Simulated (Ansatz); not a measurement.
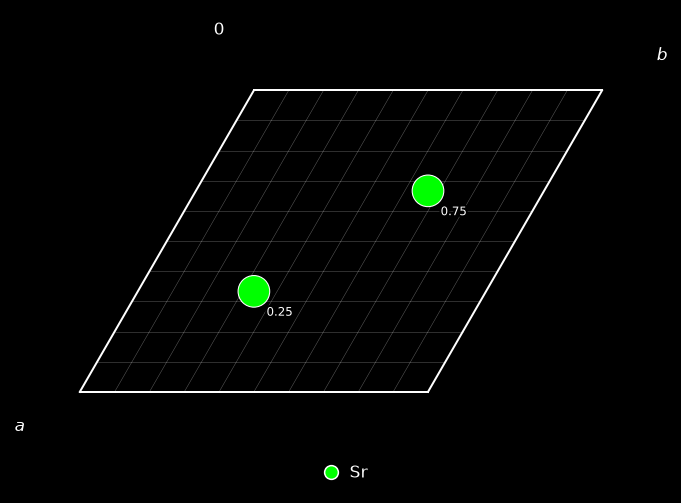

Plan of a unit cell projected along c (a down the page, b across); the numbers are heights as fractions of c, and atoms on the cell's edges are repeated. The grid marks tenths of a and b. Source: the end point of a relaxation at fixed volume with Ansatz 0.2.0, DFT r2SCAN, scalar-relativistic, plane waves, PAW; the starting structure was generated, so it need not be a known form of this composition. Geometry calculated from the standardised cell; symmetry tolerance 0.002 Å.

a = 4.308 Å, b = 4.308 Å, c = 7.095 Å, α = 90.00°, β = 90.00°, γ = 120.00°.

> What does the cell contain?

2 Sr: Sr, Z = 2.

> Give the fractional coordinates of all atoms, to two places.

```
atom     x     y     z
  Sr  0.33  0.67  0.75
  Sr  0.67  0.33  0.25
```
